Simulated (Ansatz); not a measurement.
## Electronic structure of Zn16HS16 (cell with a defect) in real space

Input file:

```
crystal:
  lattice:
    - [-5.4423087484, 5.4423087484, 5.4423087484]
    - [5.4423087484, -5.4423087484, 5.4423087484]
    - [5.4423087484, 5.4423087484, -5.4423087484]
  atoms:
    - { symbol: Zn, position: [0.5, 0.5, 0.0] }
    - { symbol: Zn, position: [0.5, 0.75, 0.75], spin: 0.091 }
    - { symbol: Zn, position: [0.5, 0.0, 0.5] }
    - { symbol: Zn, position: [0.75, 0.25, 0.0] }
    - { symbol: Zn, position: [0.5, 0.25, 0.25], spin: 0.091 }
    - { symbol: Zn, position: [0.75, 0.5, 0.75], spin: 0.091 }
    - { symbol: Zn, position: [0.75, 0.75, 0.5], spin: 0.091 }
    - { symbol: Zn, position: [0.0, 0.0, 0.0] }
    - { symbol: Zn, position: [0.75, 0.0, 0.25] }
    - { symbol: Zn, position: [0.0, 0.25, 0.75] }
    - { symbol: Zn, position: [0.0, 0.5, 0.5] }
    - { symbol: Zn, position: [0.25, 0.75, 0.0] }
    - { symbol: Zn, position: [0.0, 0.75, 0.25] }
    - { symbol: Zn, position: [0.25, 0.0, 0.75] }
    - { symbol: Zn, position: [0.25, 0.25, 0.5], spin: 0.091 }
    - { symbol: Zn, position: [0.25, 0.5, 0.25], spin: 0.091 }
    - { symbol: S, position: [0.25, 0.5, 0.0] }
    - { symbol: S, position: [0.25, 0.75, 0.75] }
    - { symbol: S, position: [0.25, 0.0, 0.5] }
    - { symbol: S, position: [0.5, 0.25, 0.0] }
    - { symbol: S, position: [0.25, 0.25, 0.25], spin: 0.091 }
    - { symbol: S, position: [0.5, 0.5, 0.75], spin: 0.091 }
    - { symbol: S, position: [0.5, 0.75, 0.5], spin: 0.091 }
    - { symbol: S, position: [0.75, 0.0, 0.0] }
    - { symbol: S, position: [0.5, 0.0, 0.25] }
    - { symbol: S, position: [0.75, 0.25, 0.75] }
    - { symbol: S, position: [0.75, 0.5, 0.5], spin: 0.091 }
    - { symbol: S, position: [0.0, 0.75, 0.0] }
    - { symbol: S, position: [0.75, 0.75, 0.25] }
    - { symbol: S, position: [0.0, 0.0, 0.75] }
    - { symbol: S, position: [0.0, 0.25, 0.5] }
    - { symbol: S, position: [0.0, 0.5, 0.25] }
    - { symbol: H, position: [0.5, 0.5, 0.5], spin: 0.091 }
  host:
    lattice:
      - [0.0, 2.7211543742, 2.7211543742]
      - [2.7211543742, 0.0, 2.7211543742]
      - [2.7211543742, 2.7211543742, 0.0]
    atoms:
      - { symbol: Zn, position: [0.0, 0.0, 0.0] }
      - { symbol: S, position: [0.25, 0.25, 0.25] }
basis:
  ecutwfc: 420
  xc_grid: 2
kpoints:
  mp_grid: { grid: [2, 2, 2], shift: [0.5, 0.5, 0.5] }
hamiltonian:
  xc: pbe
scf:
  occupations: { method: gaussian, width: 0.01 }
output:
  forces: true
  stress: false
  eigenvalues: true
  populations: true
  charged_corrections:
    defect_position: [0.5, 0.5, 0.5]
    epsilon: [[9.3732, 0.0, 0.0], [0.0, 9.3732, 0.0], [0.0, 0.0, 9.3732]]
  write_density: true
  write_potential: true
  elf: true
  volumetric_format: npy
magnetization:
  spin_polarized: true
relax:
  adjacent_minimum: "off"
  f_tol: 0.025
  max_steps: 45
```

Launched as:

```sh
ansatz run input.yaml --threads 4 --pin off --max-ram 10240MiB --backend cpu --events-out ev --progress --plain --runs-dir out
```

The fields are those of the run's last geometry, not of the input's.

Spin-polarised.

The calculation used DFT PBE, scalar-relativistic, plane waves, PAW (Ansatz 0.2.0).

The density is the valence pseudo-density of a PAW calculation; it isn't the true density close to the nuclei.

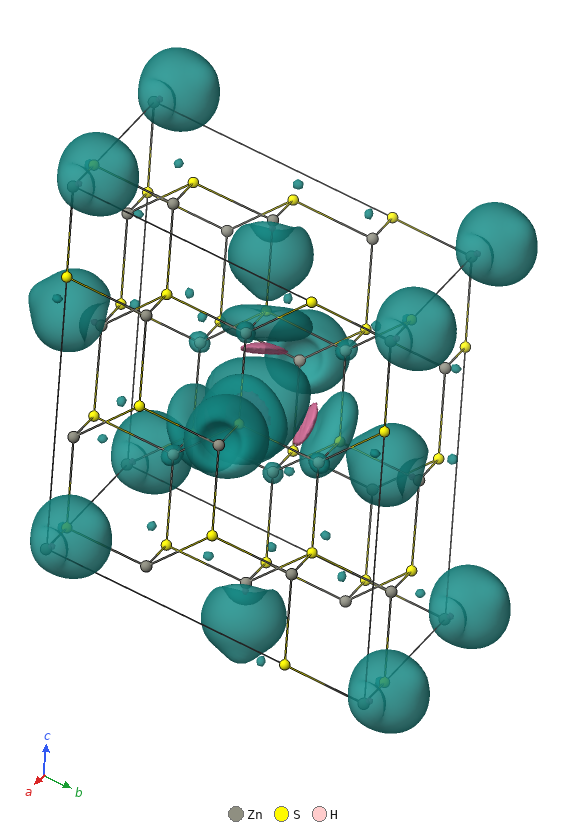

Figure 1. Isosurfaces of the spin density at +0.003 (teal) and −0.003 e/Å³ (pink), seen slightly off an axis. Sticks mark near contacts.

Describe the spin distribution.

The spin density sits on H: +0.6 μB in one cell of 33 atoms: with much of the spin spread outside that site. The cell of the calculation (33 atoms) carries 1.0 μB of net spin moment.

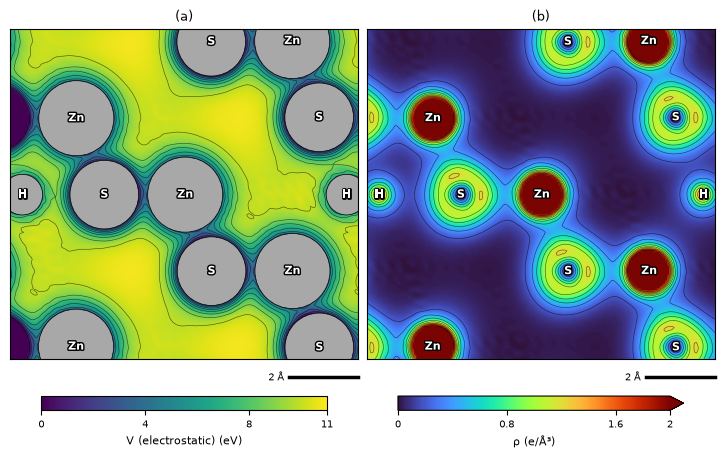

Figure 2. (a) electrostatic potential energy of an electron; (b) valence pseudo-density on the (001) plane of the calculation cell. Grey discs cover the atomic cores in the potential map.

Interpret the plot.

- Atoms in the plane: Zn, S and H.
- Zn–S (2.35 Å): ρ at the midpoint is about 0.5 e/Å³.
- S–H (2.38 Å): ρ at the midpoint is about 0.27 e/Å³.
- The density dies away to nearly zero in the voids.
- Outside the cores the potential energy rises away from the atoms and is highest about 2.3 Å from the nearest atoms; its zero is arbitrary.

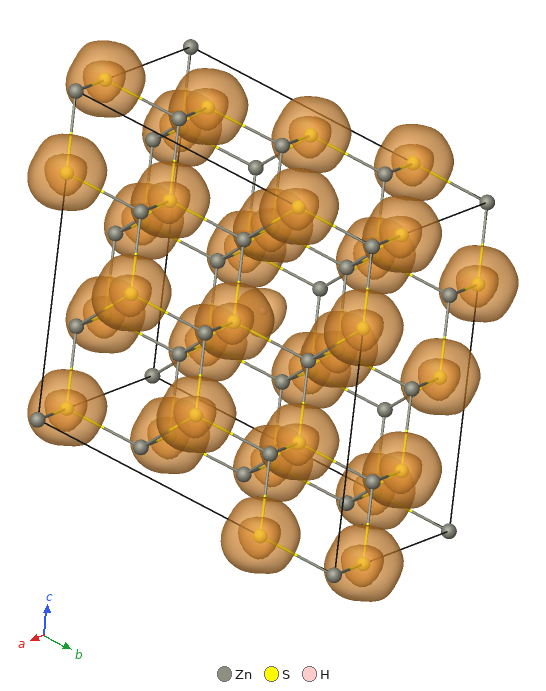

Figure 3. Isosurface of the ELF at 0.75 (orange), seen slightly off an axis. Core shells and regions of very low density are left out. Sticks mark near contacts.

What do the ELF domains correspond to?

The ELF exceeds this value in one region around a hydrogen nucleus and 16 regions wrapped around S (the valence shell of each), counted in one cell of 33 atoms. Regions shared between cells count once.


Zn–S (2.35 Å): the ELF peaks at about 0.90 in the valence shell of S, 0.9 Å from its nucleus, and is about 0.55 at the midpoint. S–H (2.38 Å): the ELF climbs to about 1 towards the hydrogen, as it does in any bond to H.

Metal or insulator at this level of theory?

It is gapped, with a Kohn–Sham gap of 1.5 eV on the k-point mesh (the band edges may lie off the mesh, which would make the gap smaller).
